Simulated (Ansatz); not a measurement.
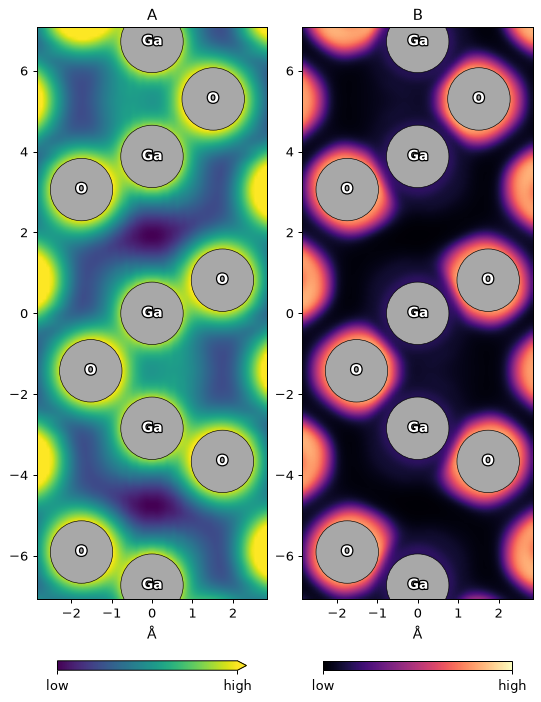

Ga₂O₃: 2 fields on the (010) plane of the conventional cell, with unlabelled colour scales. Grey discs cover the atomic cores.

Space group R-3c; a structure from a database of computed crystals, not necessarily the ambient phase.

These are results of DFT HSE06, scalar-relativistic, plane waves, PAW in Ansatz 0.2.0, not measurements.

Q: Match the panels to the quantities (electron localisation function and valence pseudo-density).

A: Panel A: valence pseudo-density. Panel B: electron localisation function. From the grid: Ga–O (1.93 Å): ρ is about 0.69 e/Å³ halfway; the ELF peaks at about 0.85 in the valence shell of O, 0.6 Å from its nucleus, and is about 0.35 at the midpoint. Ga–O (2.08 Å): ρ at the midpoint is about 0.49 e/Å³; the ELF peaks at about 0.85 in the valence shell of O, 0.6 Å from its nucleus, and is about 0.25 at the midpoint (no shared electron pair shows on this line).
